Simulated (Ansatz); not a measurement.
Band edges of SnO (Cmce).

```
Sn O
1.0
     2.73691   -2.73780    0.00000
     2.73691    2.73780    0.00000
     0.00000    0.00000   10.22196
Sn O
4 4
Cartesian
  2.7369 -1.2952 8.8303
  2.7369 1.2952 1.3916
  2.7369 -1.4426 3.7193
  2.7369 1.4426 6.5026
  1.3685 -0.0654 2.5555
  4.1054 0.0654 7.6665
  1.3685 0.0654 7.6665
  4.1054 -0.0654 2.5555
```

Computed with Ansatz 0.2.0, DFT PBE, scalar-relativistic, plane waves, PAW; levels and slopes on a dense k mesh at the converged density. No spin polarisation. Mesh 26×26×10, interpolated with the band slopes. Cell and positions as given, without relaxation. The cell comes from a database of computed structures, not from a measurement.

Masses come from a second pass at points close to the extrema; at the energies drawn a band may no longer be parabolic.

The gap is indirect, 0.53 eV at this level of theory (semilocal functionals give gaps that are too small, and can reorder valleys that lie close).

Valence band: two equivalent maxima on the Σ₀–Γ line, nearly flat in one direction, with masses 0.55 and 5.54 mₑ across; two equivalent maxima on the Γ–Y line, nearly flat in one direction, with masses 0.55 and 5.63 mₑ across. Band 40 forms the valence edge. The surfaces also take in Γ, where this band lies 0.01 eV below its edge, so they needn't be separate pockets.
Conduction band: one minimum at Y, principal masses 0.20, 0.44 and 0.45 mₑ. Band 41 forms the conduction edge; band 42 begins 0.02 eV higher (at Y). Another band lies within 0.06 eV there, so the masses may hold only close to the extrema.

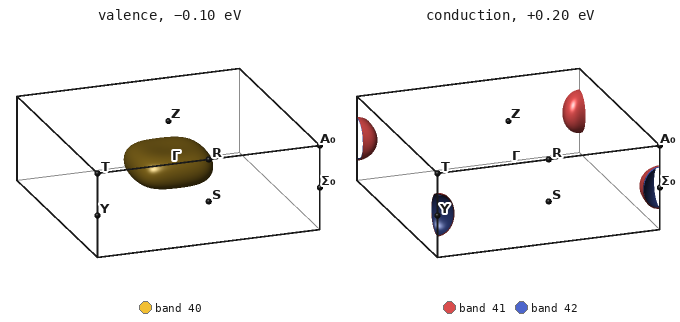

Constant-energy surfaces near the two band edges, measured from each edge.

Where one band's surface lies inside another's, the outer one hides all or part of it.

Spin-orbit coupling, left out here, can change the gap, its kind, the place of the band edges and the masses, since the compound holds Sn.

Time for the whole run: 3 min on 2 threads of Intel(R) Xeon(R) Platinum 8259CL CPU @ 2.50GHz (Skylake/Cascade Lake) (shared host), peak memory 3.1 GiB.
